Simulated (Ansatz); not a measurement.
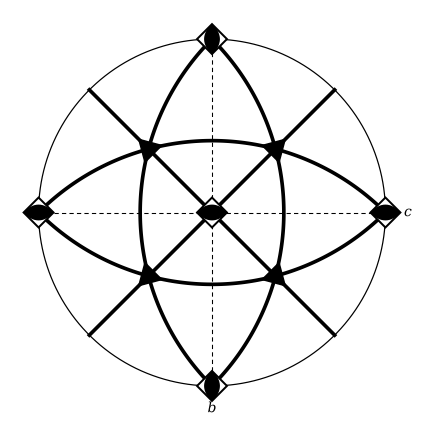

Stereographic projection: heavy lines are mirror planes (a heavy rim: a mirror in the plane of the page); lens, triangle, square and hexagon are 2-, 3-, 4- and 6-fold axes, a lens in an open square is −4, a triangle in an open hexagon −6; thin dashed diameters join the ends of axes that lie in the page; a small open circle marks inversion. The a axis points at the viewer. Computed from the symmetry operations of a computed or model structure of composition SiC.

Name the crystal class.

Answer. -43m (Td), order 24, cubic system: three −4 axes, four threefold axes, six mirror planes.

Which physical properties does it allow?

Answer. It is not centrosymmetric; not polar, but piezoelectricity is allowed; it is not chiral.
